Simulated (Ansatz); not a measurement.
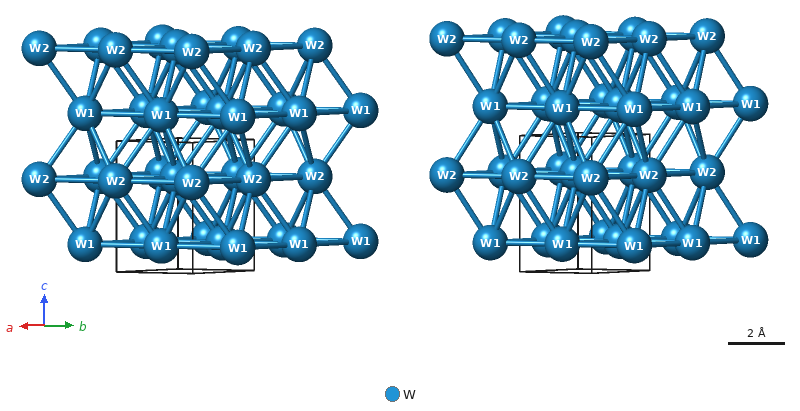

Two geometries of a crystal of W (built on the hcp_194 type) (coarse preliminary run), drawn at one scale. One is the start of a relaxation, the other its converged end. The picture is a ball-and-stick view of the cell of the calculation, repeated 3 × 3 × 2 with one cell outlined, seen from a free direction.

The calculation used DFT PBEsol, scalar-relativistic, plane waves, PAW in Ansatz 0.2.0. Set-up: plane-wave cutoff 420 eV; k-point mesh 6 × 6 × 4; occupations gaussian; smearing width 0.1 eV; no spin polarisation; cell and atoms relaxed; force threshold 0.04 eV/Å; at most 70 steps.

Question: Which one is relaxed?

Answer: The right one is the relaxed one. Case: hcp type (P6_3/mmc, No. 194). The atoms keep their places relative to the cell (all moves are under 0.005 Å). The drawn cell changes as follows: a = b 2.913 → 2.752 Å (−5.5 %), c 4.729 → 4.917 Å (+4.0 %); the volume changes by −7.2 %. Some distances before and after: W1–W1 2.913 → 2.752 Å, W1–W2 2.902 → 2.927 Å. The space group stays P6_3/mmc (No. 194). Over 5 accepted moves (6 points after the start) the energy falls by 0.345 eV per cell of the calculation. All forces vanish by symmetry, so only the cell relaxes. Pressure: −21.02 GPa at the start and 0.02 GPa at the end. The SCF was repeated once at an unchanged geometry on a basis and grid sized afresh for the cell, which shifted the energy by 0.6 meV per cell of the calculation at most.
